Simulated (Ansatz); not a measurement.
## Electronic structure of Nb3As2 in real space

Input

```
crystal:
  lattice:
    - [4.7576523193, 0.0, 0.0]
    - [0.0, 4.7576523193, 0.0]
    - [0.0, 0.0, 4.7576523193]
  atoms:
    - { symbol: Nb, position: [0.0, 0.5, 0.5] }
    - { symbol: Nb, position: [0.5, 0.0, 0.5] }
    - { symbol: Nb, position: [0.5, 0.5, 0.0] }
    - { symbol: As, position: [0.5, 0.5, 0.5] }
    - { symbol: As, position: [0.0, 0.0, 0.0] }
basis:
  ecutwfc: 420
kpoints:
  mp_grid: { grid: [8, 8, 8] }
hamiltonian:
  xc: pbe
scf:
  occupations: { method: gaussian, width: 0.1 }
output:
  forces: true
  stress: true
  eigenvalues: true
  write_density: true
  write_potential: true
  elf: true
  volumetric_format: npy
relax:
  adjacent_minimum: "off"
  f_tol: 0.01
  max_steps: 80
  cell: { stress_tol: 0.05 }
```

Launched as:

```sh
ansatz run input.yaml --threads 1 --pin off --max-ram 2560MiB --backend cpu --events-out ev --progress --plain --runs-dir out
```

Below, planes, directions and counts refer to the conventional cell (a = 4.75 Å, b = 4.75 Å, c = 4.75 Å, α = 90.00°, β = 90.00°, γ = 90.00°).

The fields are those of the run's last geometry, not of the input's.

Space group Pm-3m; a structure generated by program, which may or may not match a known phase; computed without spin polarisation.

These are results of DFT PBE, scalar-relativistic, plane waves, PAW (Ansatz 0.2.0), not measurements.

Core electrons are frozen (PAW), and the valence fields are smoothed inside the atomic spheres.

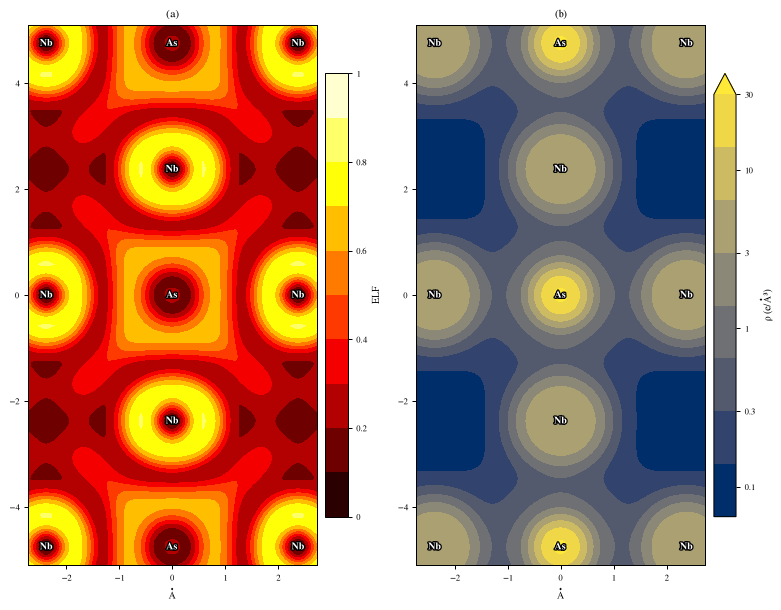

Figure 1. (a) electron localisation function; (b) valence pseudo-density on the (010) plane of the conventional cell.

What does the map show?

The plane passes through Nb and As nuclei.
Nb–As (2.38 Å): ρ is about 0.58 e/Å³ halfway; the ELF is about 0.30 at the midpoint.
Between the atoms the lowest density in this plane is 0.06 e/Å³.
The features right at Nb lie inside the PAW spheres, where the map follows smoothed inner orbitals and isn't to be read closely.

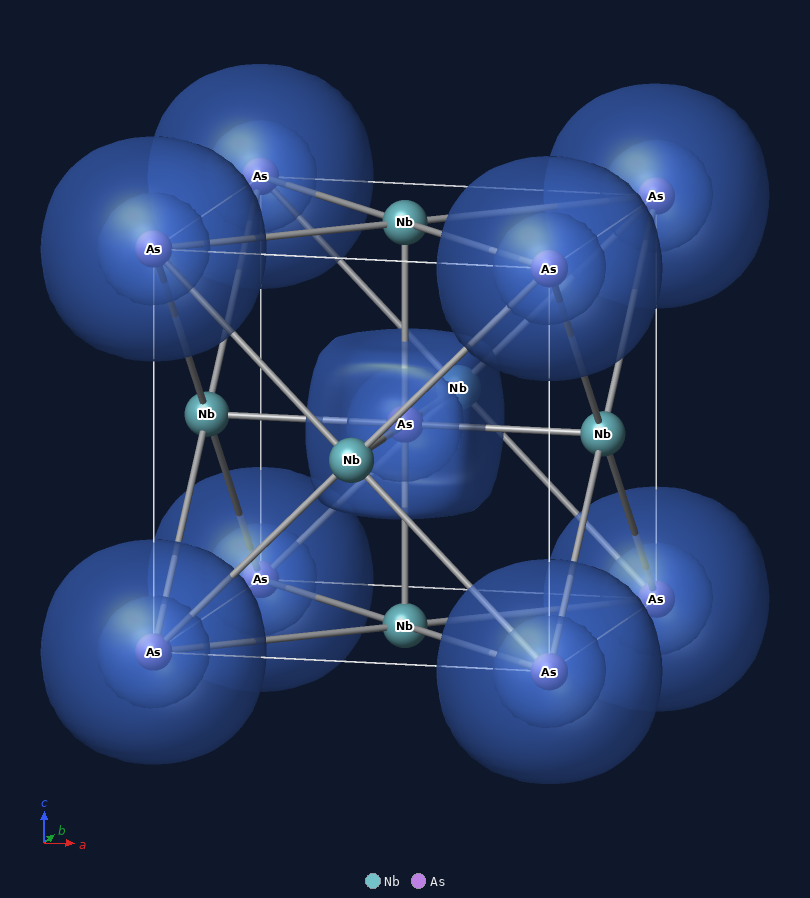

Figure 2. Isosurface of the electron localisation function at 0.55 (blue), seen slightly off an axis. Core shells and regions of very low density are left out. Sticks mark near contacts.

Identify the bonds, lone pairs and shells in this picture.

At this value the surface marks out two regions wrapped around As (the valence shell of each), counted in one cell of 5 atoms. Regions shared between cells count once.

Metal or insulator at this level of theory?

It is metallic or semimetallic at this level of theory: no gap opens.
